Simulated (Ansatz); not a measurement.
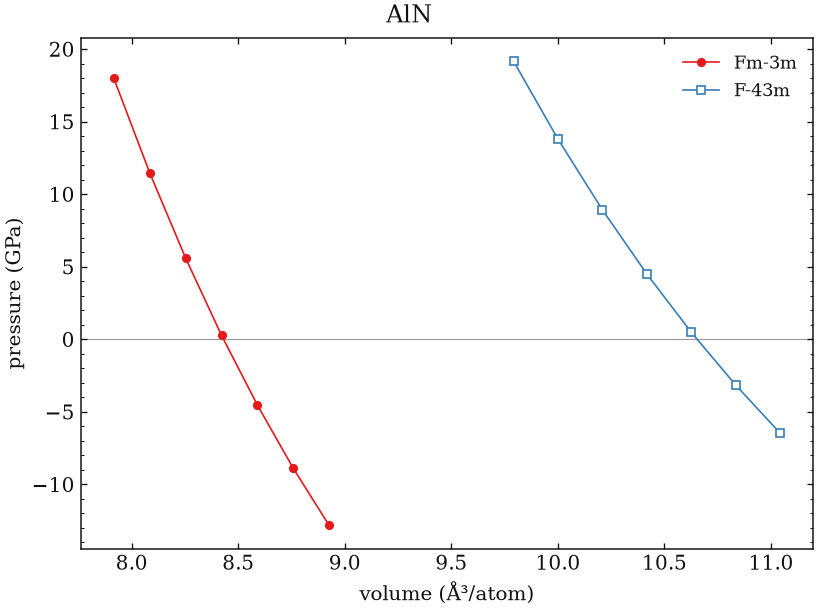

Method: plane-wave DFT, no spin polarisation; energies at scaled volumes of the given cell, shape and fractions fixed, counted from the fit's minimum, third-order Birch-Murnaghan fit (Ansatz 0.2.0). Level: PBE.

occupations Fermi–Dirac; smearing width 0.05 eV.

Pressure against volume, with one curve for each structure, for AlN.

Settings that differ: Fm-3m: density cutoff 1680 eV, wave cutoff 420 eV, k mesh 11×11×11, potentials Ansatz PAW; F-43m: density cutoff 4570 eV, wave cutoff 1140 eV, k mesh 10×10×10, potentials PseudoDojo standard.

The fitted equilibrium volumes, smallest first, are Fm-3m 8.431, F-43m 10.652 Å³/atom. The fitted bulk moduli, smallest first, are F-43m 192.9, Fm-3m 251.9 GPa. For Fm-3m, the pressure falls from 17.99 GPa at volume 7.9161 Å³/atom to −12.83 GPa at 8.9267 Å³/atom, and changes sign near 8.43 Å³/atom. For F-43m, the pressure falls from 19.16 GPa at volume 9.79 Å³/atom to −6.46 GPa at 11.04 Å³/atom, and changes sign near 10.65 Å³/atom.
